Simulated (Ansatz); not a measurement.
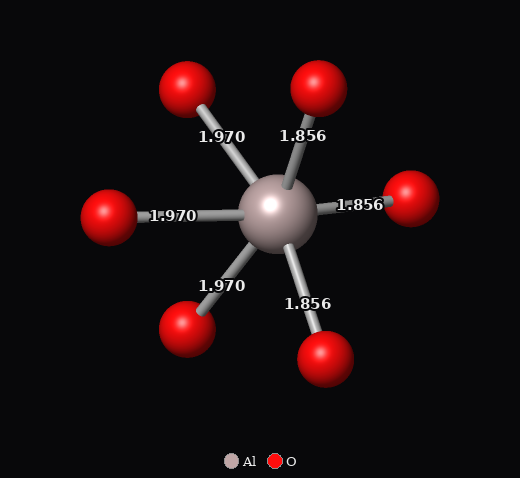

The surroundings of site Al1 (at 0.333, 0.667, 0.315) in Al$_{2}$O$_{3}$ (R-3c, No. 167), with bond lengths in Å.

The cell is taken from the geometry relaxed with DFT, PAW plane waves, r2scan in Ansatz 0.2.0.

```xyz
30
Lattice="4.7588 0.0000 0.0000 -2.3794 4.1213 0.0000 0.0000 0.0000 12.9941" Properties=species:S:1:pos:R:3 pbc="T T T"
Al    0.0000    2.7475    4.0899
Al    2.3794    1.3738    2.4072
Al    0.0000    2.7475    0.2415
Al    0.0000    0.0000    1.9242
O     1.6504    2.6364    1.0828
O     3.8374    1.3738    1.0828
O     1.6504    0.1111    1.0828
O    -1.6504    2.8586    3.2485
O     3.3009    0.0000    3.2485
O     0.7290    1.2626    3.2485
Al    0.0000    0.0000    8.4212
Al    0.0000    2.7475    6.7386
Al    0.0000    0.0000    4.5729
Al    2.3794    1.3738    6.2555
O    -0.7290    4.0101    5.4142
O     1.4579    2.7475    5.4142
O    -0.7290    1.4849    5.4142
O     3.1084    0.1111    7.5799
O     0.9215    1.3738    7.5799
O     3.1084    2.6364    7.5799
Al    2.3794    1.3738   12.7526
Al    0.0000    0.0000   11.0700
Al    2.3794    1.3738    8.9043
Al    0.0000    2.7475   10.5869
O    -0.7290    1.2626    9.7456
O     1.4579    0.0000    9.7456
O     1.6504    2.8586    9.7456
O     0.7290    1.4849   11.9113
O    -1.4579    2.7475   11.9113
O     0.7290    4.0101   11.9113
```

Bond valence s = exp((R0 − d)/b), R0 fitted to published crystal structures with b = 0.37 Å; R0 in Å: Al3+–O 1.637.

Calculate the bond-valence sum of Al1 from the bonds drawn.

3 × 0.553 + 3 × 0.407 = 2.88 v.u., against a formal valence of 3: underbonded (bonds long for this ion) by 0.12.

And over the whole structure?

```tsv
site	x, y, z	formal valence	bond-valence sum	difference
Al1	0.333, 0.667, 0.315	+3	2.98	-0.02
O1	0.667, 0.640, 0.083	−2	1.99	-0.01
```

These sums include all anions within 5 Å. The global instability index (root mean square of the differences over all atoms) is 0.02 v.u.: little strain.
